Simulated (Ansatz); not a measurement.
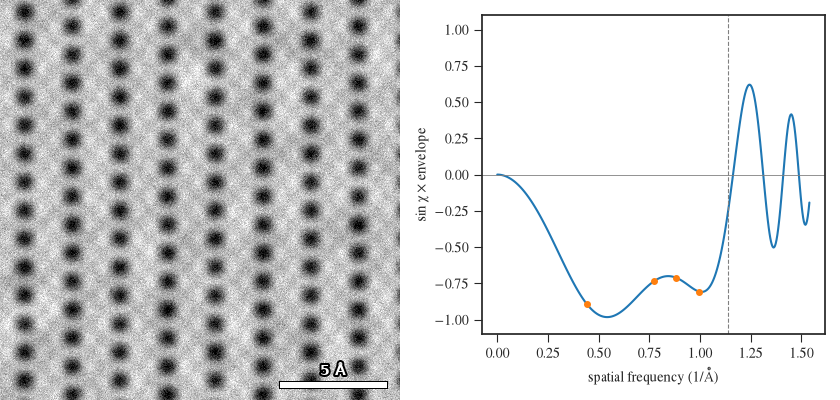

Phase-contrast TEM-like image of W (Fddd, No. 70) along [010]. Simulated in the weak-phase-object approximation with neutral-atom potentials: 200 kV, Cs = 20 µm, defocus −85 Å (negative is underfocus), defocus spread 8 Å, aperture 1.14 1/Å. Shot noise and the speckle of an amorphous layer were added. Structure used: the geometry relaxed with DFT PBE, scalar-relativistic, plane waves, PAW (Ansatz); the starting structure was generated, so it need not be a known form of this composition.

The plot gives the contrast transfer function, the aperture (dashed) and the crystal's spatial frequencies that carry visible contrast (dots).

Q: What point resolution do these settings give, and which lattice spacings pass?

A: About 0.9 Å (0.66 |Cs|^(1/4) λ^(3/4) with λ = 0.0251 Å). The spacings that carry visible contrast are {004} at 2.27 Å, {202} at 1.29 Å, {008} at 1.13 Å, {206} at 1.01 Å.

Q: Do the atom columns appear dark or bright, and why?

A: Dark. With positive Cs and underfocus sin χ is negative over the pass band, so the strongest columns (W) come out darker than the background.
